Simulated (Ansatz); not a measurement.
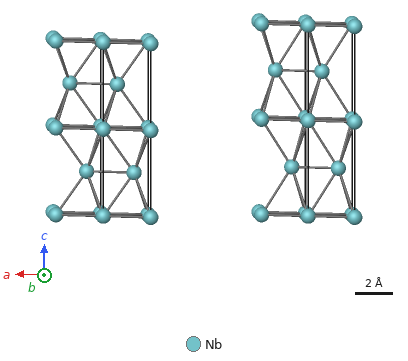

Two geometries of solid Nb (a generated structure, set up in P6_3/mmc), drawn at one scale. One is the start of a relaxation, the other its converged end. The picture is a ball-and-stick view of the cell of the calculation, repeated 2 × 1 × 1 with one cell outlined, seen from a free direction.

All numbers below come from DFT, RPBE, plane waves (420 eV) with PAW, scalar-relativistic in Ansatz 0.2.0. Settings: plane-wave cutoff 420 eV; k-point mesh 12 × 12 × 4; occupations fermi dirac; smearing width 0.1 eV; no spin polarisation; cell and atoms relaxed; force threshold 0.01 eV/Å; at most 60 steps.

Question: Which geometry has the lower energy?

Answer: The right one is the relaxed one. Phase: dhcp. The energy falls by 68.1 meV per atom in 7 accepted moves (8 points after the start). All forces vanish by symmetry, so only the cell relaxes. The pressure goes from 10.23 to 0.00 GPa. The SCF was repeated once at an unchanged geometry on a basis and grid sized afresh for the cell, which shifted the energy by 0.3 meV per atom at most. The atoms keep their places relative to the cell (all moves are under 0.005 Å). Cell: a = b 2.940 → 2.884 Å (−1.9 %), c 9.603 → 10.558 Å (+9.9 %). Volume +5.8 %. Near-neighbour distances that change, for instance: Nb–Nb 2.940 → 3.121 Å, Nb–Nb 2.940 → 2.884 Å. The space group stays P6_3/mmc (No. 194). The run took 35 s on 2 threads of Intel(R) Xeon(R) Platinum 8488C (Sapphire Rapids), with other jobs on the host, peak memory 0.56 GiB.
